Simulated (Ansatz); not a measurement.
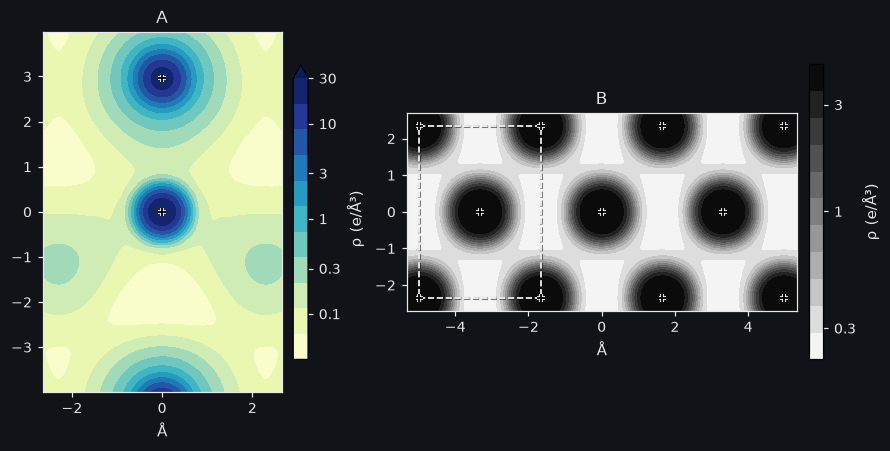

The valence pseudo-density of 2 systems, each on a plane through atoms (crosses mark nuclei in the plane).

Level of theory: DFT PBE, scalar-relativistic, plane waves, PAW in Ansatz 0.2.0.

System 1: Ta, the (101) plane of the conventional cell. Space group Im-3m; a structure from a database of computed crystals, not necessarily the ambient phase; computed without spin polarisation.

System 2: Mg₃Sb₂, the (100) plane of the conventional cell. Space group P-3m1.

```
CELL_PARAMETERS angstrom
4.59387 0.00000 0.00000
-2.29693 3.97841 0.00000
0.00000 0.00000 7.27428
ATOMIC_POSITIONS crystal
Mg 0.33333 0.66667 0.63196
Mg 0.66667 0.33333 0.36804
Mg 0.00000 0.00000 0.00000
Sb 0.33333 0.66667 0.22563
Sb 0.66667 0.33333 0.77437
```

> Match each panel to its system.

Panel A is system 2, Mg₃Sb₂: the plane holds Mg and Sb. Mg–Sb (2.96 Å): ρ is about 0.23 e/Å³ halfway, with its minimum of 0.15 e/Å³ about 1.1 Å from Mg. Panel B is system 1, Ta: the plane holds Ta. Ta–Ta (2.87 Å): ρ at the midpoint is about 0.3 e/Å³.
